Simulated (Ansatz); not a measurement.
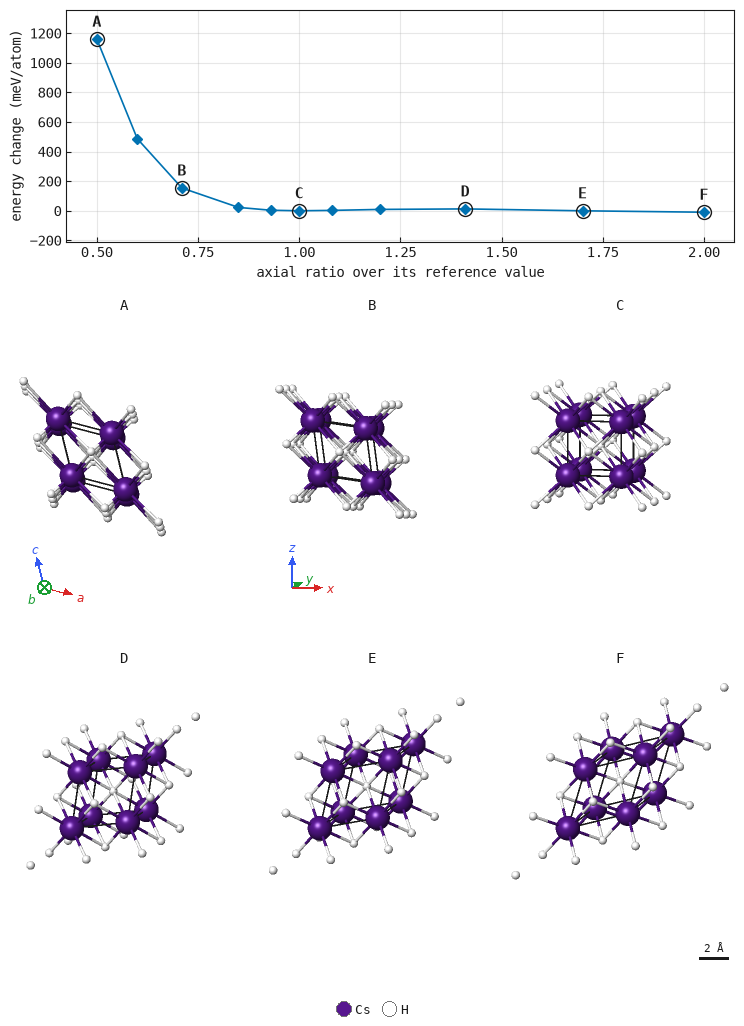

Energy scan for crystalline CsH (Pm-3m), in which the ratio of the cell's length along [111] to its lengths across, counted as 1 for the reference, is changed at fixed volume (a trigonal path), with the atoms kept at their fractional coordinates. x, y and z are the Cartesian axes of the input. The lettered frames are marked on the plot. The picture is a ball-and-stick view of the cell of the calculation, seen slightly off an axis.

Computed with DFT LDA, scalar-relativistic, plane waves, PAW (Ansatz). (plane-wave cutoff 420 eV; k-point mesh 8 × 8 × 8; occupations gaussian; smearing width 0.05 eV; no spin polarisation). Energies (free energies at the smearing named) are counted from the cell as listed in its source, which wasn't relaxed.

Question: What does the scan show?

Answer: Of the computed points the lowest is at the relative ratio 2.00, −10 meV/atom. The energy is still falling at the end of the range, so the minimum along this coordinate lies there or beyond. The end points stand at 1160 meV/atom (0.50) and −10 meV/atom (2.00). The unrelaxed reference is under a pressure of −1.9 GPa. The distortion takes the space group from Pm-3m to R-3m, except for Fm-3m at 2.00. At the relative ratio 2.00 the cell of the drawing goes a 3.818 → 4.286 Å, b 3.818 → 4.286 Å, c 3.818 → 4.286 Å, α 90.0° → 60.0°, β 90.0° → 60.0°, γ 90.0° → 60.0°. The band gap on the mesh, 2.30 eV in the reference, closes at 0.50.
